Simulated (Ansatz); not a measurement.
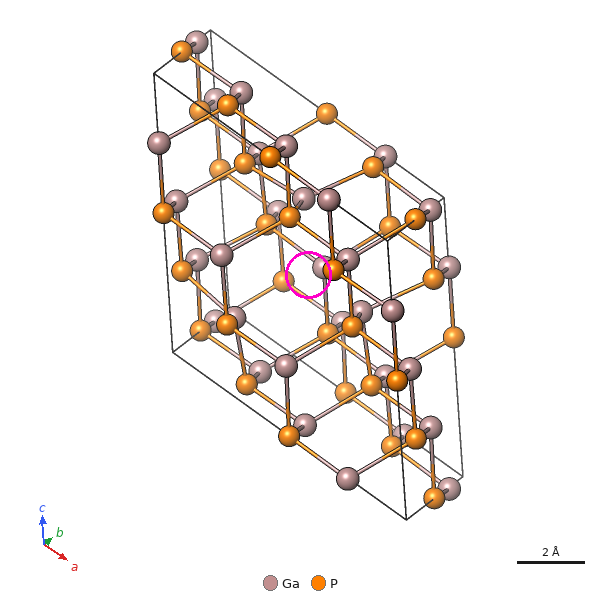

Ball-and-stick representation of a periodic structure, projected slightly off an axis. The frame is the supercell; atoms at its boundary are shown with their periodic copies. The host is GaP, in a cell of 32 sites, and the cell carries a charge of +1. A ring marks the defect's site.

### Which defect is modelled here, and what are its neighbours?

A phosphorus vacancy. Around the empty site lie two Ga at about 2.1 Å.

Electronic-structure method: DFT PBEsol, scalar-relativistic, plane waves, PAW (Ansatz 0.2.0). Parameters: a 420 eV plane-wave basis, the zone sampled with 2×2×2 points, Gaussian smearing of 0.02 eV, collinear spins.

### Is the defect spin-polarised?

No net moment.

The atoms were relaxed in the host's cell with DFT PBEsol, scalar-relativistic, plane waves, PAW in Ansatz 0.2.0.
